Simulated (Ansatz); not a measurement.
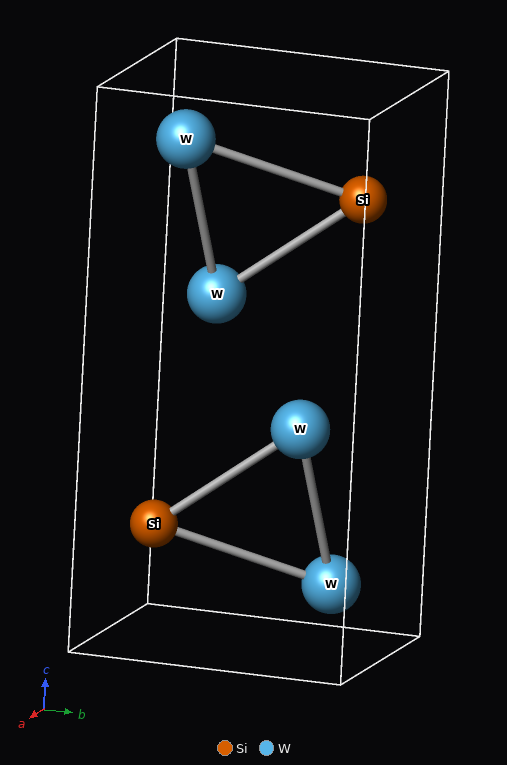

Structure drawing (ball-and-stick), viewed slightly off an axis. One conventional unit cell is framed, with atoms on its boundary repeated. Cell: a = 2.75 Å, b = 4.19 Å, c = 8.06 Å, α = 90.00°, β = 97.18°, γ = 90.00°.

The model was built from a structure type filled with these elements by a generator (whether the compound takes this form wasn't checked). Earlier steps of the study may have refined or changed the cell and positions. It went into a calculation with Ansatz.

> What is this?

Its composition is SiW$_{2}$. The structure has P2_1/m (No. 11) symmetry and a primitive monoclinic lattice. One cell contains 2 Si, 4 W, 6 atoms in all. With all contacts inside bonding distance counted, the coordination numbers are Si 8 and W 8. Not all metal-metal contacts are counted.

All computed values are from DFT PBE, scalar-relativistic, plane waves, PAW in Ansatz 0.2.0. Settings: plane-wave cutoff 420 eV, k-points about 0.16 Å⁻¹ apart, Gaussian smearing of 0.1 eV, no spin polarisation.

> Metal or not?

A metal: bands cross the Fermi level.

> Predict the Bader charges.

Si -0.28 e; W +0.12 to +0.16 e.

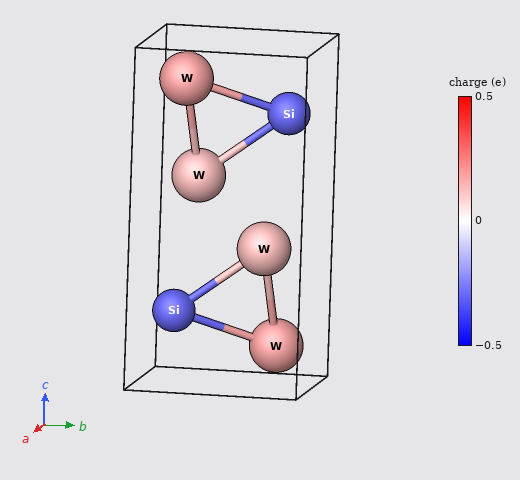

The atoms coloured by those charges. The run's cell of 6 atoms is drawn, so axes and origin can differ from the first picture.

> Do the forces and the stress vanish for this geometry?

Yes. The largest force is 0.01 eV/Å. The pressure is 0.0 GPa, close to zero.
